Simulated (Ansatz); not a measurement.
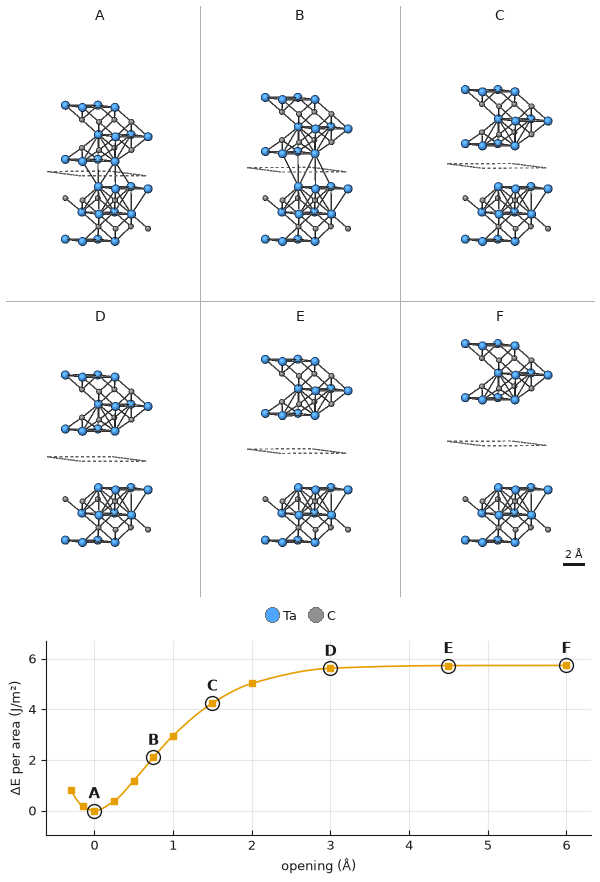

Crystalline Ta$_{4}$C$_{3}$ (R3m): the crystal is pulled apart rigidly along the normal of the (0 0 −1) plane of the conventional cell, at a cut between a plane of Ta below and one of Ta above, 2.49 Å apart. One cut stands in each cell, which starts 10.2 Å high; nothing is relaxed, and the dashed outline marks the cut. The lettered frames are marked on the plot. The picture is a ball-and-stick view of the layers on both sides of the cut, seen from the side, nearly along the cut plane.

Level of theory: Ansatz 0.2.0, DFT PBEsol, scalar-relativistic, plane waves, PAW. Set-up: plane-wave cutoff 420 eV; k-point mesh 14 × 14 × 4; occupations gaussian; smearing width 0.15 eV; no spin polarisation. Energies (free energies at the smearing named) are counted from the relaxed crystal.

> What does the scan show?

At the widest opening, 6.00 Å, the energy has risen by 5.73 J/m², where the curve has levelled off: this is the ideal work of separation, the sum of the two unrelaxed surface energies of a slab 10.2 Å thick. The steepest rise lies between 0.50 Å and 0.75 Å, with a mean traction of about 37 GPa. Pressing the cut together by 0.30 Å costs 0.82 J/m².

The computed points:

```tsv
opening (Å)	ΔE per area (J/m²)
−0.30	0.82
−0.15	0.18
0.00	0.00
0.25	0.38
0.50	1.18
0.75	2.11
1.00	2.96
1.50	4.24
2.00	5.02
3.00	5.62
4.50	5.72
6.00	5.73
```
